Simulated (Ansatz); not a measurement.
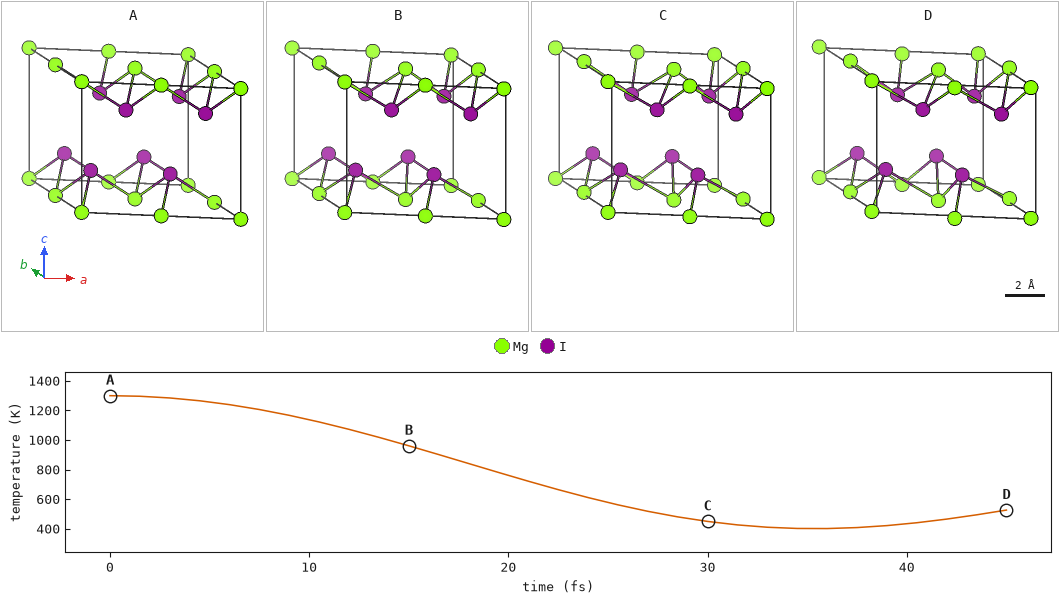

A Born-Oppenheimer molecular dynamics run of a 12-atom cell of MgI$_{2}$ (built on the 1T (CdI2) bulk type), 45 fs long. Frames (A at 0 fs, B at 15 fs, C at 30 fs, D at 45 fs) and the history of the run. Style: ball-and-stick. Shown: the simulation cell, slightly off an axis. Bonds to atoms that aren't drawn are left out.

Level of theory: DFT, PBEsol, plane waves, PAW in Ansatz 0.2.0. Set-up: plane-wave cutoff 420 eV; k-point mesh 3 × 3 × 2; Fermi-Dirac smearing 0.112 eV; constant energy (NVE); velocities drawn for 1300 K; time step 1.5 fs.

**Describe the run.**

Root-mean-square distances from the starting positions over the second half, with the common drift of all atoms taken out: Mg 0.33 Å, I 0.12 Å. The run lasts only 45 fs, too short to tell vibration from diffusion. The mean temperature in the second half is 480 K (standard deviation 76 K). The first frame carries almost no forces, so kinetic energy first flows into potential energy: the temperature drops from 1300 to 401 K within 36 fs, and without a thermostat its mean stays below the start. The potential energy in the second half lies on average 97.2 meV per atom above the first frame. The total energy stays between 0 and 0.11 meV per atom of its start. A straight-line fit has a slope that amounts to +0.12 meV per atom over 45 fs (0.1 % of the mean kinetic energy), its mean offset in the second half is 0.1 %, and the ripple about the line is under 0.1 % of the kinetic energy's fluctuation. With a drift under 2 % and a ripple under 7 %, the integration is accurate.

Limits of the set-up: layers or molecules are held without a dispersion correction, so their spacing is unreliable.
